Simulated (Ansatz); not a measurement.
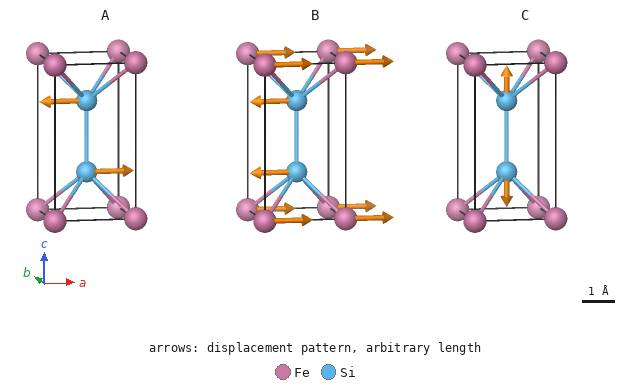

Three optical modes of crystalline FeSi2 at 0.98 times its rest volume at the zone centre, in no order (one member of each degenerate set). The orange arrows are the displacements of the atoms (eigenvector over the root of the mass), of arbitrary overall length and sign. The picture is a ball-and-stick view of the cell of the calculation, seen slightly off an axis.

Level of theory: DFT LDA, scalar-relativistic, plane waves, PAW in Ansatz 0.2.0. Settings: plane-wave cutoff 420 eV; k-point mesh 16 × 16 × 8; occupations fermi dirac; smearing width 0.15 eV; no spin polarisation.

The frequencies depend somewhat on the k-mesh and the smearing.

> Order them from the lowest to the highest frequency (imaginary ones first).

A (238 cm⁻¹), B (308 cm⁻¹), C (577 cm⁻¹). A, E_g: The Fe atoms stay at rest; all motion is along a; atoms of one kind move against one another, with no net shift of their sublattice. B, E_u: The Fe sublattice moves against the Si sublattice, along a; the kinetic energy is shared as Fe 50 %, Si 50 %. C, A₁g: The Fe atoms stay at rest; all motion is along c; atoms of one kind move against one another, with no net shift of their sublattice; it stretches the shortest Si–Si bonds (2.30 Å). The crystal is metallic in this run.

Limits of the set-up: an element that often carries a moment was run without spin polarisation.
